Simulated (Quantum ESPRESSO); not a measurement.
**KF (Carobbiite): a worked LO-TO splitting**

Aim: work out the LO frequency and the static dielectric constant of KF (Carobbiite) from one linear-response run, then check them.

Main program and level: Quantum ESPRESSO 7.5; DFT LDA, scalar-relativistic, plane waves, GBRV ultrasoft pseudopotentials.

## Step 1: Set-up

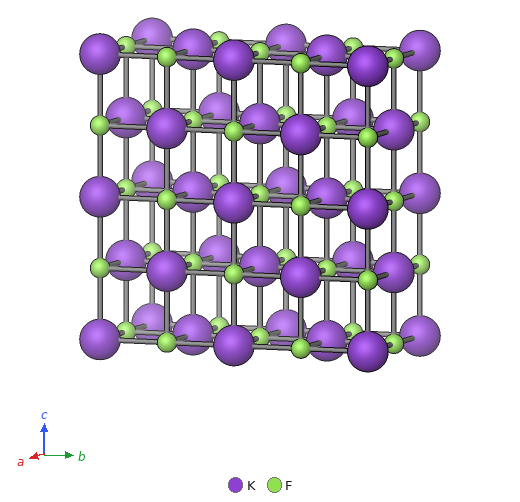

Start, viewed slightly off an axis; potassium purple, fluorine green. 1×2×2 cells are drawn. This picture shows the conventional cell, with its axes. Some periodic images of atoms are drawn too.

This is the cell after its relaxation at this level of theory, not the database cell from which that began.

## Step 2: What the response run gave

A linear-response run on the relaxed cell, with the response to an electric field; only its zone-centre results are used. Cutoff 55 Ry, k mesh 8×8×8.

What it wrote:

```text
[banners, grids, parts of the stress and lines that vanish by symmetry left out]
Program PHONON v.7.5
     Reading xml data from directory:

[...]
Exchange-correlation= PZ
                           (   1   1   0   0   0   0   0)
[...]
kinetic-energy cut-off    =      55.0000  Ry
     charge density cut-off    =     440.0000  Ry
     convergence threshold     =      1.0E-18
[...]
Exchange-correlation= PZ
                           (   1   1   0   0   0   0   0)
[...]
q = (   0.0000000   0.0000000   0.0000000 )
     49 Sym.Ops. (with q -> -q+G )
     G cutoff = 1058.8059  (  35845 G-vectors)     FFT grid: ( 45, 45, 45)
     G cutoff =  529.4029  (  12675 G-vectors)  smooth grid: ( 36, 36, 36)
     number of k points=    29
[...]
Mode symmetry, O_h (m-3m)  point group:
[...]
Dielectric constant
[...]
End of electric fields calculation
          Dielectric constant in cartesian axis
          (       2.096200169       0.000000000       0.000000000 )
          (       0.000000000       2.096200169      -0.000000000 )
          (       0.000000000      -0.000000000       2.096200169 )
          Effective charges (d Force / dE) in cartesian axis without acoustic sum rule applied (asr)
           atom    1  K     Mean Z*:        1.14988
      Ex  (        1.14988       -0.00000       -0.00000 )
      Ey  (       -0.00000        1.14988        0.00000 )
      Ez  (       -0.00000        0.00000        1.14988 )
           atom    2  F     Mean Z*:       -1.14747
      Ex  (       -1.14747       -0.00000       -0.00000 )
      Ey  (       -0.00000       -1.14747       -0.00000 )
      Ez  (       -0.00000       -0.00000       -1.14747 )
          Effective charges Sum: Mean:        0.00242
[...]
Effective charges (d Force / dE) in cartesian axis with asr applied:
           atom    1  K     Mean Z*:        1.14867
[...]
atom    2  F     Mean Z*:       -1.14867
[...]
Representation #   1 modes #   1   2   3
[...]
End of self-consistent calculation
     Convergence has been achieved
     Representation #   2 modes #   4   5   6
[...]
End of self-consistent calculation
     Convergence has been achieved
[...]
Dielectric constant in cartesian axis
          (       2.096200169       0.000000000       0.000000000 )
          (       0.000000000       2.096200169      -0.000000000 )
          (       0.000000000      -0.000000000       2.096200169 )
          Effective charges (d Force / dE) in cartesian axis without acoustic sum rule applied (asr)
           atom    1  K     Mean Z*:        1.14988
      Ex  (        1.14988       -0.00000       -0.00000 )
      Ey  (       -0.00000        1.14988        0.00000 )
      Ez  (       -0.00000        0.00000        1.14988 )
           atom    2  F     Mean Z*:       -1.14747
      Ex  (       -1.14747       -0.00000       -0.00000 )
      Ey  (       -0.00000       -1.14747       -0.00000 )
      Ez  (       -0.00000       -0.00000       -1.14747 )
          Effective charges Sum: Mean:        0.00242
[...]
Effective charges (d Force / dE) in cartesian axis with asr applied:
           atom    1  K     Mean Z*:        1.14867
[...]
atom    2  F     Mean Z*:       -1.14867
[...]
q = (    0.000000000   0.000000000   0.000000000 )
[...]
freq (    1) =      -0.278971 [THz] =      -9.305469 [cm-1]
     freq (    2) =      -0.278971 [THz] =      -9.305469 [cm-1]
     freq (    3) =      -0.278971 [THz] =      -9.305469 [cm-1]
     freq (    4) =       6.361805 [THz] =     212.206987 [cm-1]
     freq (    5) =       6.361805 [THz] =     212.206987 [cm-1]
     freq (    6) =       6.361805 [THz] =     212.206987 [cm-1]
[...]
Mode symmetry, O_h (m-3m)  point group:
     freq (   1-   3) =         -9.3  [cm-1]   --> T_1u G_15  G_4- I
     freq (   4-   6) =        212.2  [cm-1]   --> T_1u G_15  G_4- I

   JOB DONE.
```

```
                       quantity   value
             cell volume Ω (Å³)  34.303
                  mass of K (u)  39.098
                  mass of F (u)  18.998
      Born charge of K, raw (e)   1.150
      Born charge of F, raw (e)  -1.147
                             ε∞   2.096
ω(TO) after the sum rule (cm⁻¹)   212.4
```

## Step 3: The calculation

The charges must sum to zero over the cell; taking off their mean, 0.001 e, leaves Z* = 1.149 e on K. In the polar mode K moves against F, so the reduced mass is μ = 39.10 × 19.00 / 58.10 = 12.786 u.

A longitudinal wave builds up a field that adds to the restoring force: ω(LO)² = ω(TO)² + 4π Z*² / (μ Ω ε∞), in Hartree atomic units. With μ = 23307 electron masses and Ω = 231.49 bohr³ the second term is 1.4662e-06 Ha², or 70624 cm⁻² (1 Ha = 219474.6 cm⁻¹).

So ω(LO) = √(45114 + 70624) = 340.2 cm⁻¹, and by the Lyddane-Sachs-Teller relation ε₀ = ε∞ (ω(LO)/ω(TO))² = 5.38.

## Step 4: Check against the program

The analysis program adds the same non-analytic term to the full matrix, here for q along (1 0 0).

What it wrote:

```text
[banner, memory and clock lines left out]
Program DYNMAT v.7.5

     Reading Dynamical Matrix from file g.dyn
     ...Force constants read
     ...epsilon and Z* read

     Polarizability (A^3 units)
     multiply by 0.732386 for Clausius-Mossotti correction
         2.992323    0.000000    0.000000
         0.000000    2.992323   -0.000000
         0.000000   -0.000000    2.992323

     IR activities are in (D/A)^2/amu units

# mode   [cm-1]    [THz]      IR
    1      0.00    0.0000    0.0000
    2      0.00    0.0000    0.0000
    3      0.00    0.0000    0.0000
    4    212.40    6.3675    2.3809
    5    212.40    6.3675    2.3809
    6    340.20   10.1988    2.3809
```

ε₀ comes from the program's run without a direction of q.

| quantity | by hand | program |
| --- | --- | --- |
| ω(LO) (cm⁻¹) | 340.2 | 340.2 |
| ε₀ | 5.38 | 5.38 |

## Step 5: Summary of results

- TO mode: 212.4 cm⁻¹
- LO mode: 340.2 cm⁻¹
- static dielectric constant: 5.378

**Reading.** The LO mode of KF (Carobbiite) lies at 340 cm⁻¹, 128 cm⁻¹ above the TO mode; the formula meets the program within 0.1 cm⁻¹, as it must for a cubic crystal with one polar mode. ω(LO)² − ω(TO)² goes with Z*²/ε∞: an error of 5 % in ε∞ would move the LO mode by 5.0 cm⁻¹, and semilocal functionals tend to overestimate ε∞. These are harmonic values at zero temperature, at the volume of this functional, for the structure held cubic; stability elsewhere in the zone is no part of this calculation.

[Host names and launcher messages were left out of these logs when they were recorded.]

[Logs are printed without paths, hosts, clocks, repeated set-up lines and the standing remarks that a program may print on its own settings, such as how far it seeks lower states.]

[Hosts, paths, dates, database ids (printed as entryN), source tags and the programs' standing remarks are cut or masked in the printed files.]
